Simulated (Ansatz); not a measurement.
Given this structure:

```
Co O
1.0
     3.05612    0.00000    0.00000
    -1.52806    2.64667    0.00000
     0.00000    0.00000    6.64421
Co O
3 3
Direct
  0.00000 0.00000 0.00000
  0.66667 0.33333 0.33333
  0.33333 0.66667 0.66667
  0.33333 0.66667 0.16667
  0.00000 0.00000 0.50000
  0.66667 0.33333 0.83333
```

### Summarise the structure in words.

Formula: CoO. The space group is R-3m (No. 166); the lattice is rhombohedral (trigonal R). In the cell are 3 Co, 3 O, which makes 3 formula units. About every Co there are six O in an octahedral arrangement at 2.08 Å. O is linked to six Co in an octahedral arrangement at 2.08 Å. The bonds build a three-dimensional framework.

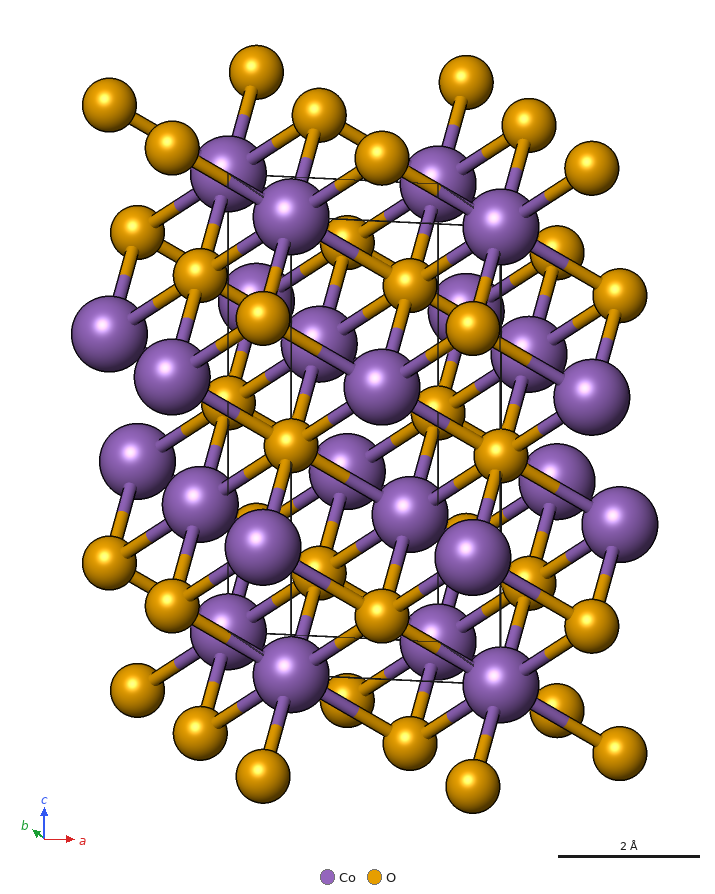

Ball-and-stick drawing of the structure, looking slightly off an axis. Lines trace the edges of the conventional unit cell. Atoms of adjacent cells appear where they bond to atoms in the box. Colours: cobalt purple, oxygen orange.

The structure comes from a structure listed in the Materials Project. The geometry was optimised with Ansatz 0.2.0, DFT PBEsol, scalar-relativistic, plane waves, PAW.
